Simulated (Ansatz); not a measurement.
# C: geometry relaxation

C (P6₃/mmc, 4 atoms in the cell), computed with DFT r2SCAN+D3(BJ), scalar-relativistic, plane waves, PAW, no spin polarisation (Ansatz 0.2.0).

The structure derives from a Materials Project entry. Figures and captions count atoms from 1; the log counts them from 0 in places.

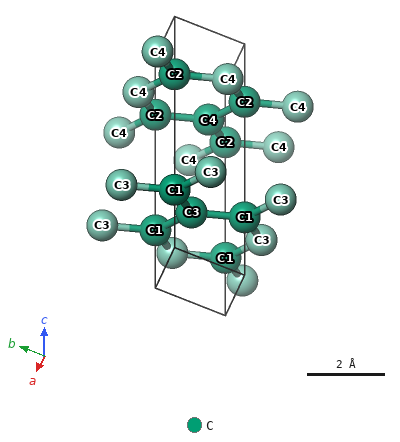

Figure 1. The structure as given in the input (ball-and-stick view of the cell of the calculation, seen at an oblique angle; neighbours outside the cell are drawn fainter; atoms are numbered from 1 in the order of the input).

The input
```yaml
crystal:
  lattice:
    - [2.4554526557, 0.0, 0.0]
    - [-1.2277263278, 2.1264843776, 0.0]
    - [0.0, 0.0, 6.7304039101]
  atoms:
    - { symbol: C, position: [0.0, 0.0, 0.25] }
    - { symbol: C, position: [0.0, 0.0, 0.75] }
    - { symbol: C, position: [0.3333333333, 0.6666666667, 0.25] }
    - { symbol: C, position: [0.6666666667, 0.3333333333, 0.75] }
basis:
  ecutwfc: 500
kpoints:
  mp_grid: { grid: [21, 21, 6] }
hamiltonian:
  xc: r2scan
  dispersion: d3bj
scf:
  occupations: { method: fermi_dirac, width: 0.15 }
output:
  forces: true
  stress: true
  eigenvalues: true
relax:
  adjacent_minimum: "off"
  f_tol: 0.001
  max_steps: 60
  cell: { stress_tol: 0.01 }
```

Machine: 2 threads of Intel Xeon @ 2.50GHz (Skylake/Cascade Lake), 128 GiB of memory available, shared host.

Launch command:
```bash
ansatz run input.yaml --threads 2 --pin off --max-ram 5120MiB --backend cpu --events-out ev --progress --plain --runs-dir out
```

Output
```
Warning: the engine holds no damping parameters fitted to this dispersion correction and functional, so the run takes those fitted to r2scan beside the three-body term, which d3bj leaves out (hamiltonian.dispersion, under Limitations)
Engine: ansatz 0.2.0, x86_64-unknown-linux-gnu
Pseudopotentials: kind: paw
Pseudopotential: C, paw, valence charge 4, recommended cutoff 500 eV (meta_gga), C.paw.azcp
Functional definition: r2SCAN
  parameter k0 = 0.174
  parameter k1 = 0.065
  parameter a1 = 4.9479
  exchange = r2scan_x(k0 = k0, k1 = k1, a1 = a1)
  correlation = r2scan_c
Crystal: 4 atoms, lattice volume = 35.143 Å³
Basis set: ecut = 500 eV, 883 PW (Γ), exchange–correlation on 72×72×200 points (64 copies of the dense FFT grid, shifted against one another)
Bands: 12, of which v1, the nominal top of the filled ones, is band 8 counted from 1 (7 counted from 0)
Symmetry: 24 space group operations
Space group: P63/mmc (ITA 194), of the structure as read, at distance tolerance 3.3e-5 Å
k-points: 192 of 2646
Non-local potential: C, projectors of the file, l = 0: 2, l = 1: 2, l = 2: 1
PAW form: soft (Blöchl's): semilocal exchange-correlation on the pseudo side does not see the compensation charge
PAW frozen core: C, regenerated for the run's functional (the file was generated under x = pbe(κ = 0.804, μ = 0.2195149727645171), c = pbe(β = 0.06672455060314922))
PAW one-centre angular grid: C, 302 points (default); XC on 239 of its mesh's 2573 points in the sphere
Initial density: superposition of atomic densities (neutral atoms: chi_scale 0, normalization atom), corrected by the library's trained network
Initial wavefunctions: pseudopotential atomic-orbital guess
Functional: x = r2scan, c = r2scan; τ floored in thin density (d = 2e-4 eV/Å³)
SCF iter   1: F=—  HF=-1006.897726 eV  |F-HF|=—  |Δ(HF+E_count)|=         —  Δρ=7.50e-3  dr2=6.00e-3  dr2_τ=8.25e-1  ethr=1.77e-3  ⟨swp⟩=5.6  Hψ=12886  notcnv=0
preconditioner: auto → none  [metal: Δε(μ)=0.357 eV  Ē_g=16.703 eV  σ=0.150 eV  W_gap=0.42  n_scr=4 (ndim 8)  ℏωp=25.1 eV  f_vac=0.002  D(μ)=0.05/eV (n_scr^D=0)  sad-step TF]
SCF iter   2: F=—  HF=-1006.973073 eV  |F-HF|=—  |Δ(HF+E_count)|=   7.53e-2  Δρ=5.37e-3  dr2=3.35e-3  dr2_τ=1.45e-4  ethr=3.75e-5  ⟨swp⟩=2.0  Hψ=6114  notcnv=0
SCF iter   3: F=—  HF=-1006.973115 eV  |F-HF|=—  |Δ(HF+E_count)|=   4.15e-5  Δρ=1.46e-3  dr2=4.36e-4  dr2_τ=1.47e-4  ethr=2.10e-5  ⟨swp⟩=2.2  Hψ=3695  notcnv=0
SCF iter   4: F=—  HF=-1006.973034 eV  |F-HF|=—  |Δ(HF+E_count)|=   8.08e-5  Δρ=8.22e-4  dr2=1.00e-4  dr2_τ=9.15e-6  ethr=2.72e-6  ⟨swp⟩=2.4  Hψ=3868  notcnv=0
SCF iter   5: F=—  HF=-1006.973023 eV  |F-HF|=—  |Δ(HF+E_count)|=   1.08e-5  Δρ=1.04e-4  dr2=2.51e-6  dr2_τ=3.68e-7  ethr=6.28e-7  ⟨swp⟩=2.7  Hψ=3995  notcnv=0
SCF iter   6: F=—  HF=-1006.973024 eV  |F-HF|=—  |Δ(HF+E_count)|=   6.60e-7  Δρ=6.03e-5  dr2=5.18e-7  dr2_τ=4.97e-8  ethr=1.57e-8  ⟨swp⟩=2.0  Hψ=3739  notcnv=0
SCF iter   7: F=-1006.973024 eV  HF=-1006.973024 eV  |F-HF|=2.87e-9  |Δ(HF+E_count)|=   7.22e-9  Δρ=1.33e-5  dr2=2.62e-8  dr2_τ=1.70e-9  ethr=6.25e-10  ⟨swp⟩=3.2  Hψ=9709  notcnv=0
the search or the solves at the SCF's close seem to have found levels that the self-consistency loop had missed (the run counts 1). By its estimate they hold under 1e-12 electrons; where the run keeps them, the occupations were computed again with them
SCF 1 converged in 7 iterations: F = -1006.973024 eV  dr2 = 2.62e-8
  greatest PAW one-centre occupation: 0.687 electrons in one spin orbital (limit 2), on the C atom at site 1 (counted from 0), in its partial waves of l = 0
relax step   1: F+E_penalty+E_count = -1006.97302382 eV  Δ(F+E_penalty+E_count) = +0.000e0 eV  max|allowed force component| = 3.053e-16 eV/Å  Δτ_max = 0.0000 Å  P = +0.010 GPa  Ω = 35.143 Å³  (7 SCF iters, dr2 threshold 1.00e-7 eV, accepted)
Initial density: handed on by an earlier stage of this run
Initial wavefunctions: those handed on with the density
iter 1 solved again at ethr=3.06e-10 eV; its pass at ethr=3.10e-3 eV (dr2=4.89e-8 eV) is discarded
SCF iter   1: F=—  HF=-1006.973024 eV  |F-HF|=—  |Δ(HF+E_count)|=         —  Δρ=1.57e-5  dr2=5.00e-8  dr2_τ=8.64e-9  ethr=3.06e-10  ⟨swp⟩=1.0  Hψ=16113  notcnv=0
preconditioner: auto → none  [metal: Δε(μ)=0.351 eV  Ē_g=16.718 eV  σ=0.150 eV  W_gap=0.41  n_scr=4 (ndim 8)  ℏωp=25.1 eV  f_vac=0.000  D(μ)=0.05/eV (n_scr^D=0)]
SCF iter   2: F=—  HF=-1006.973024 eV  |F-HF|=—  |Δ(HF+E_count)|=   1.50e-8  Δρ=6.12e-6  dr2=5.57e-9  dr2_τ=5.53e-10  ethr=3.06e-10  ⟨swp⟩=2.7  Hψ=3781  notcnv=0
SCF iter   3: F=-1006.973024 eV  HF=-1006.973024 eV  |F-HF|=3.66e-11  |Δ(HF+E_count)|=  1.23e-10  Δρ=1.08e-6  dr2=1.56e-10  dr2_τ=2.47e-11  ethr=3.43e-12  ⟨swp⟩=3.1  Hψ=9979  notcnv=0
SCF 2 converged in 3 iterations: F = -1006.973024 eV  dr2 = 1.56e-10
relax step   2: F+E_penalty+E_count = -1006.97302365 eV  Δ(F+E_penalty+E_count) = +1.673e-7 eV  max|allowed force component| = 4.718e-16 eV/Å  Δτ_max = 0.0000 Å  P = +0.001 GPa  Ω = 35.143 Å³  energy of the carried Pulay correction = -1.946e-7 eV  (3 SCF iters, dr2 threshold 5.48e-10 eV, accepted)
Initial wavefunctions: pseudopotential atomic-orbital guess (no wavefunctions were taken with the density)
iter 1 solved again at ethr=1.54e-7 eV; its pass at ethr=3.10e-3 eV (dr2=2.47e-5 eV) is discarded
SCF iter   1: F=—  HF=-1006.973024 eV  |F-HF|=—  |Δ(HF+E_count)|=         —  Δρ=1.24e-6  dr2=1.89e-10  dr2_τ=2.68e-11  ethr=1.54e-7  ⟨swp⟩=4.0  Hψ=20008  notcnv=0
eigensolver tolerance schedule: the retry pair's looser diagonalisation over-reported the residual by 130303.58 of it (diagonalisation noise at an unbounded share of the residual, at the tolerance the schedule requests for it); recorded, not acted on — ethr = c·dr2/N_el stays at c = 1.0e-1
SCF iter   2: F=—  HF=-1006.973024 eV  |F-HF|=—  |Δ(HF+E_count)|=   5.58e-8  Δρ=4.74e-7  dr2=3.65e-11  dr2_τ=1.16e-11  ethr=1.18e-12  ⟨swp⟩=3.8  Hψ=5997  notcnv=0
SCF iter   3: F=—  HF=-1006.973024 eV  |F-HF|=—  |Δ(HF+E_count)|=  1.61e-11  Δρ=2.23e-7  dr2=6.71e-12  dr2_τ=9.15e-13  ethr=1.00e-12  ⟨swp⟩=1.0  Hψ=2304  notcnv=0
SCF iter   4: F=-1006.973024 eV  HF=-1006.973024 eV  |F-HF|=1.14e-12  |Δ(HF+E_count)|=  6.37e-12  Δρ=6.73e-8  dr2=1.40e-12  dr2_τ=2.72e-13  ethr=1.00e-12  ⟨swp⟩=6.7  Hψ=11422  notcnv=0
SCF 3 converged in 4 iterations: F = -1006.973024 eV  dr2 = 1.40e-12
relax step   3: F+E_penalty+E_count = -1006.97302388 eV  Δ(F+E_penalty+E_count) = -2.266e-7 eV  max|allowed force component| = 4.903e-16 eV/Å  Δτ_max = 0.0000 Å  P = +0.001 GPa  Ω = 35.143 Å³  stress off target by 1.60e-3 GPa  SCF on the basis re-selected at this cell (its energy is not comparable with the rows above)  (4 SCF iters)
```

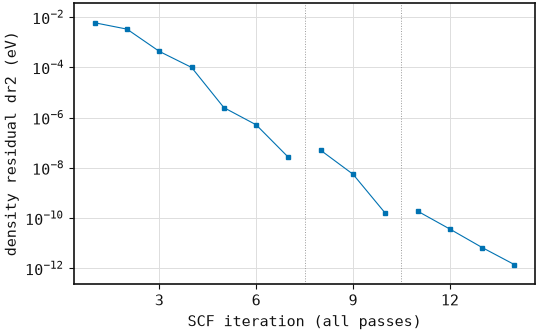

Figure 2. Convergence of the self-consistent field: density residual dr2 against the SCF iteration. The dotted lines part the SCF passes of the relaxation: geometry steps, rejected trials and re-solves on a re-selected basis. The passes take 7, 3 and 4 iterations.

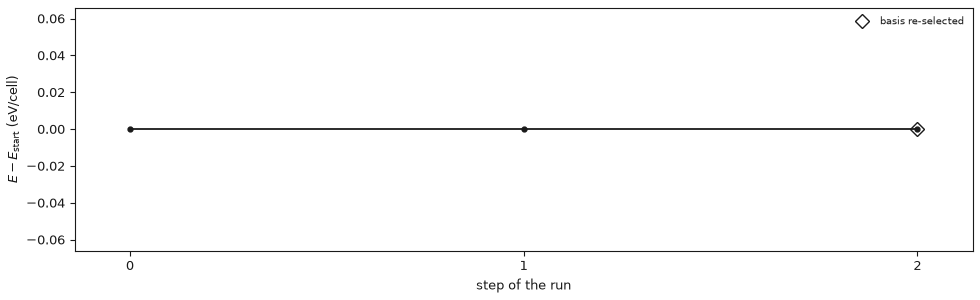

Figure 3. Progress of the relaxation, step by step (the first geometry is step 0 here and step 1 in the log). No atom moves by more than 0.005 Å. The cell stays as it was. The space group stays P6_3/mmc (No. 194). The energy rises by next to nothing (0.0 meV per cell of the calculation) in 1 geometry step. All forces vanish by symmetry. The pressure goes from 0.01 to 0.00 GPa. A last SCF at the same geometry on a re-selected plane-wave basis shifts the energy by next to nothing (0.0 meV per cell of the calculation). (Atoms are counted from 1 in the order of the input.)

```
basis re-selected at this cell: Δ(F+E_penalty+E_count) = -2.266e-7 eV, ΔP = -0.000 GPa vs the last step (what re-selecting the basis moved, of the pressure what is left beyond the Pulay correction that the steps carried, after the strain that the cell walked since its last selection, with what the two solves' SCF thresholds leave and, on support functions, any second-order correction that the steps lacked; it is no measure of the basis error at this ecutwfc). This SCF's stress stands 1.60e-3 GPa from its target on what of the cell is left free (relax.cell.stress_tol is 1.00e-2 GPa) and its largest allowed force component is 4.90e-16 eV/Å (relax.f_tol is 1.00e-3 eV/Å): within both
SCF converged after 4 iterations
Free energy (F): -1006.973024 eV
Harris-Foulkes:  -1006.973024 eV  (|F-HF|=1.14e-12)
Internal energy: -1006.968725 eV  (E = F + TS)
E sigma→0 (E₀):  -1006.970874 eV
Entropy (-TS):   -0.004299 eV (-1.075 meV/atom)
Fermi energy:    7.004123 eV
--- Per-component energies (eV) ---
  E_band       = -44.210945
  E_kinetic    = 363.710647
  E_local      = -613.286817  (includes V_loc(G=0)·N_el)
  E_nonlocal   = 107.829202
  E_hartree    = 185.835420
  E_xc         = -188.978869
  E_vxc        = -261.711068  (∫ρ·V_xc dr)
  E_paw        = -403.524471  (= ΣΔE_a)
  E_vpaw       = -27.025348  (= ΣTr[D̂ρ^β])
  E_aug_tail   = 0.000021  (compensation charges beyond the density's cutoff)
  E_vtau       = 14.601561  (kinetic-family band-sum trace: ∫τ·v_τ [+ j·A + Jᵃ·Aᵃ] dr)
  E_ewald      = -458.150405
  E_disp       = -0.304358  (pairwise vdW)
  E_core_change = -0.099095  (= ΣΔE_core)
  E_smearing   = -0.004299  (= −TS)
  E_closure    = -0.000000  (closes the sum)
  Σ components = -1006.973024   (vs F -1006.973024, Δ=0.00e0)
--- Forces (eV/Å), atoms counted from 1 ---
  atom   1  C      0.00000000     0.00000000    -0.00000000
  atom   2  C     -0.00000000    -0.00000000     0.00000000
  atom   3  C      0.00000000    -0.00000000     0.00000000
  atom   4  C     -0.00000000     0.00000000    -0.00000000
  max |Σ_I F_I| component: 1.48e-16 eV/Å
--- Stress (GPa, compression-positive) ---
        0.001599       0.000000       0.000000
        0.000000       0.001599       0.000000
        0.000000       0.000000       0.000273
  P = ⅓ Tr σ = 0.0012 GPa (0.012 kbar)
--- Band table (eV; the first three rows and the last of 192) ---
  k-point 0: bands = ["-13.9885", "-13.6987", "-2.0436", "-0.0570", "3.7649", "3.7649", "3.7834", "3.7834", "11.3911", "15.7518", "15.7518", "15.8051"]
  k-point 1: bands = ["-13.9701", "-13.7193", "-1.9311", "-0.2195", "3.7662", "3.7662", "3.7822", "3.7822", "11.7432", "15.7553", "15.7553", "15.8013"]
  k-point 2: bands = ["-13.9193", "-13.7746", "-1.6126", "-0.6342", "3.7695", "3.7695", "3.7788", "3.7788", "12.7210", "15.7647", "15.7647", "15.7914"]
  k-point 191: bands = ["-6.5149", "-6.5149", "-6.5093", "-6.5093", "-4.1688", "-4.1688", "6.9944", "6.9944", "7.0025", "7.0025", "17.5576", "17.5576"]
--- Relaxed structure (2 steps of the walk, 2 accepted, 1 SCFs on fresh bases) ---
  F+E_penalty+E_count = -1006.97302388 eV   max|allowed force component| = 4.903e-16 eV/Å   (the final SCF, on the basis selected at the relaxed cell)
  cell:  # Å, volume = 35.1430 Å³
    - [2.455472273334607, -2.8867703200149712e-11, -1.2031298665066478e-35]
    - [-1.2277361366423032, 2.12650136701053, -3.566199180741068e-35]
    - [-3.297782972735264e-35, -1.3191131890941057e-34, 6.7303613342590625]
  atoms:
    - { symbol: C, position: [-3.218982589434779e-32, -3.0914127308421685e-32, 0.25] }
    - { symbol: C, position: [3.88829307905739e-32, 3.091412730851255e-32, 0.7499999999999999] }
    - { symbol: C, position: [0.33333333333333337, 0.6666666666666667, 0.25] }
    - { symbol: C, position: [0.6666666666666667, 0.33333333333333337, 0.7499999999999999] }
```

Trajectory as extended XYZ (Å, eV, eV/Å), 3 frames, from step=1 to step=3
```
4
Lattice="2.4555 0.0000 0.0000 -1.2277 2.1265 0.0000 0.0000 0.0000 6.7304" Properties=species:S:1:pos:R:3:forces:R:3 step=1 energy=-1006.97302 pressure_GPa=0.01
C     0.0000    0.0000    1.6826    0.0000   0.0000   0.0000
C     0.0000    0.0000    5.0478    0.0000   0.0000   0.0000
C     0.0000    1.4177    1.6826    0.0000   0.0000   0.0000
C     1.2277    0.7088    5.0478    0.0000   0.0000   0.0000
4
Lattice="2.4555 0.0000 0.0000 -1.2277 2.1265 0.0000 0.0000 0.0000 6.7304" Properties=species:S:1:pos:R:3:forces:R:3 step=2 energy=-1006.97302 pressure_GPa=0.00
C     0.0000    0.0000    1.6826    0.0000   0.0000   0.0000
C     0.0000    0.0000    5.0478    0.0000   0.0000   0.0000
C     0.0000    1.4177    1.6826    0.0000   0.0000   0.0000
C     1.2277    0.7088    5.0478    0.0000   0.0000   0.0000
4
Lattice="2.4555 0.0000 0.0000 -1.2277 2.1265 0.0000 0.0000 0.0000 6.7304" Properties=species:S:1:pos:R:3:forces:R:3 step=3 energy=-1006.97302 pressure_GPa=0.00
C     0.0000    0.0000    1.6826    0.0000   0.0000   0.0000
C     0.0000    0.0000    5.0478    0.0000   0.0000   0.0000
C     0.0000    1.4177    1.6826    0.0000   0.0000   0.0000
C     1.2277    0.7088    5.0478    0.0000   0.0000   0.0000
```

Key numbers

```csv
quantity,value
outcome,converged
space group (tolerance 0.01 Å),P6₃/mmc (194)
electrons treated,16
free energy,−1006.9730 eV
Fermi energy,7.004 eV
gap on the k-point mesh,none (metallic)
pressure,0.00 GPa
final volume,35.14 Å³
largest force (length of the vector) at the end,under 0.001 eV/Å
final cell,"a = 2.455 Å, b = 2.455 Å, c = 6.730 Å, α = 90.00°, β = 90.00°, γ = 120.00°"
wall time,16 s (CPU time 29 s)
peak memory,0.52 GiB
```

Remarks

Results for this metal are sensitive to the k-point mesh. Notes on the run: the dispersion correction has no parameters fitted for this combination and takes those fitted for r2SCAN with other terms.
